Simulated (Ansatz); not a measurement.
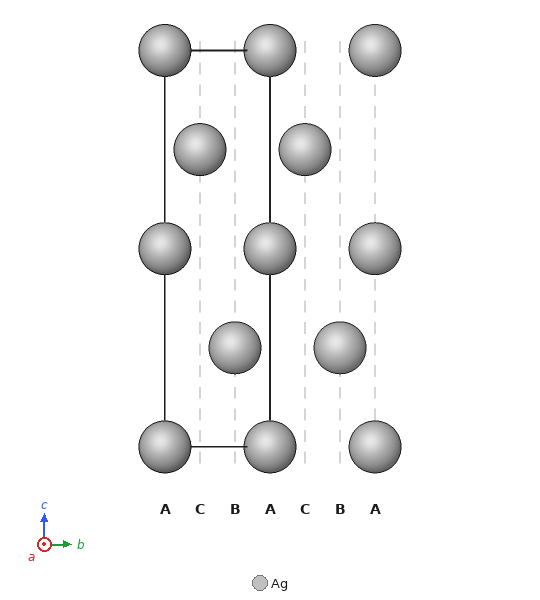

The picture looks along a close-packed row of the hexagonal mesh; c points upwards. The dashed lines mark the three columns A (0, 0), B (1/3, 2/3) and C (2/3, 1/3). The sequence starts with the first layer at or above the cell's origin.

System Ag; source of the atomic positions: the end point of a relaxation with Ansatz, DFT PBEsol, scalar-relativistic, plane waves, PAW.

> Give the sequence of layers in one repeat, with element and column.

Ag(A) – Ag(B) – Ag(A) – Ag(C) (four layers in 9.37 Å).

> Taking all atoms as equal spheres, what packing is it?

As equal spheres, ABAC: a mixed close packing, (ch) in Jagodzinski's notation.

> What short polytype symbol fits?

Polytype symbol 4H, Ramsdell's symbol (number of layers in the repeat and lattice).
